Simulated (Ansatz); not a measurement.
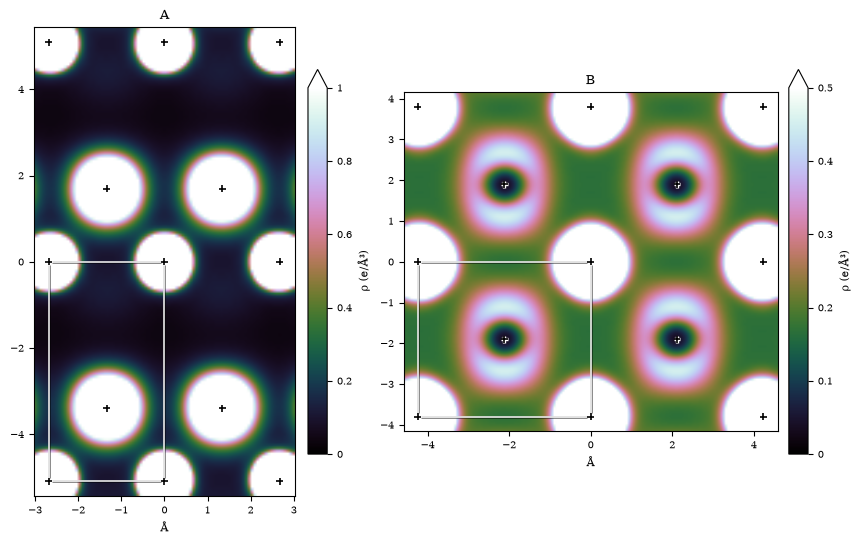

The valence pseudo-density of 2 systems, each on a plane through atoms (crosses mark nuclei in the plane).

Computed with Ansatz 0.2.0, Kohn-Sham DFT of a periodic cell, PBE0, Ansatz PAW.

System 1: TiSi, the (100) plane of the conventional cell. Space group Cmmm; a structure from a database of computed crystals, not necessarily the ambient phase; computed pressure about −2 GPa in this cell.

```yaml
crystal:
  lattice:
    - [3.63236, 0.00000, 0.00000]
    - [0.00000, 4.23525, 0.00000]
    - [0.00000, 0.00000, 3.80393]
  atoms:
    - { symbol: Ti, position: [0.00000, 0.50000, 0.00000] }
    - { symbol: Ti, position: [0.50000, 0.00000, 0.00000] }
    - { symbol: Si, position: [0.00000, 0.00000, 0.50000] }
    - { symbol: Si, position: [0.50000, 0.50000, 0.50000] }
```

System 2: MgO, the (110) plane of the conventional cell. Space group P-6m2; a structure from a database of computed crystals, not necessarily the ambient phase; computed pressure about −6 GPa in this cell.

```
CELL_PARAMETERS angstrom
2.93802 0.00000 0.00000
-1.46901 2.54440 0.00000
0.00000 0.00000 2.67968
ATOMIC_POSITIONS crystal
Mg 0.00000 0.00000 0.00000
O 0.33333 0.66667 0.50000
```

**Match each panel to its system.**

Panel A is system 2, MgO: the plane holds Mg and O. Mg–O (2.16 Å): ρ at the midpoint is about 0.31 e/Å³. Panel B is system 1, TiSi: the plane holds Ti and Si. Ti–Si (2.85 Å): ρ is about 0.23 e/Å³ halfway.
